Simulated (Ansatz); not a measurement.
System: CeO₂, space group Fm-3m (No. 225) (one of a set of cubic test structures, which need not be the stable phase).

Calculation (Ansatz 0.2.0 development build): equation of state of a cubic crystal from periodic Kohn-Sham density functional theory without spin, third-order Birch-Murnaghan fit to the free energies; pressure corrected for the finite basis. Level: HSE06.

- structure type: fluorite
- atoms in cell: 3
- space group number: 225
- lattice centring: face-centred primitive
- k mesh: 4×4×4
- occupation method: Fermi–Dirac
- occupation width: 0.05 eV
- wave cutoff: 700 eV
- datasets: hard PAW
- density tolerance: 0 eV
- bands: 21
- density cutoff ratio: 4
- search for lower states: default
- exchange singularity: regularized

What does the calculation give for the energy above the lowest point and pressure against volume? The volume takes the values 12.48, 12.89, 13.29, 13.70, 14.11 Å³/atom.

A third-order Birch–Murnaghan fit gives V0 = 13.09 Å³/atom, B0 = 210 GPa and B′ = 4.3. The energy above the lowest point is 18.2 meV/atom at volume 12.48 Å³/atom and 43.3 meV/atom at 14.11 Å³/atom; the lowest computed point is at volume 13.29 Å³/atom (0.0 meV/atom). The pressure falls from 11.1 GPa at volume 12.48 Å³/atom to −13.3 GPa at 14.11 Å³/atom, and changes sign near 13.10 Å³/atom.

| volume (Å³/atom) | energy above the lowest point (meV/atom) | pressure (GPa) |
| --- | --- | --- |
| 12.48 | 18.2 | 11.1 |
| 12.89 | 0.1 | 3.4 |
| 13.29 | 0.0 | −3.1 |
| 13.70 | 15.2 | −8.7 |
| 14.11 | 43.3 | −13.3 |

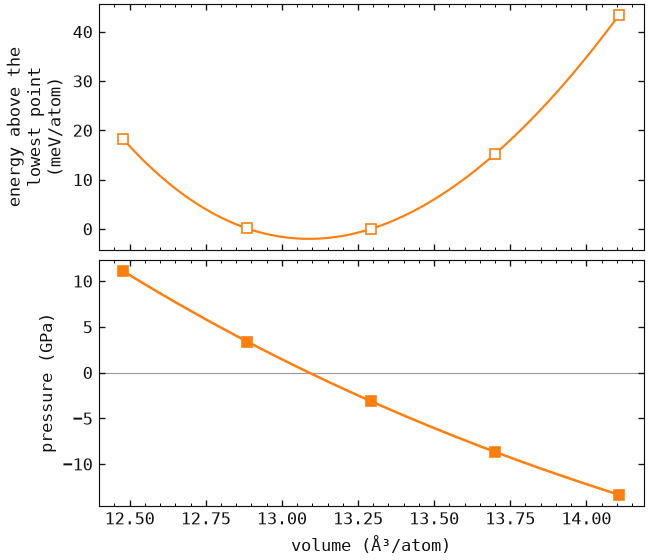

Note: modest k-mesh, values are not fully converged in k; pseudopotentials made with PBE, not this functional.
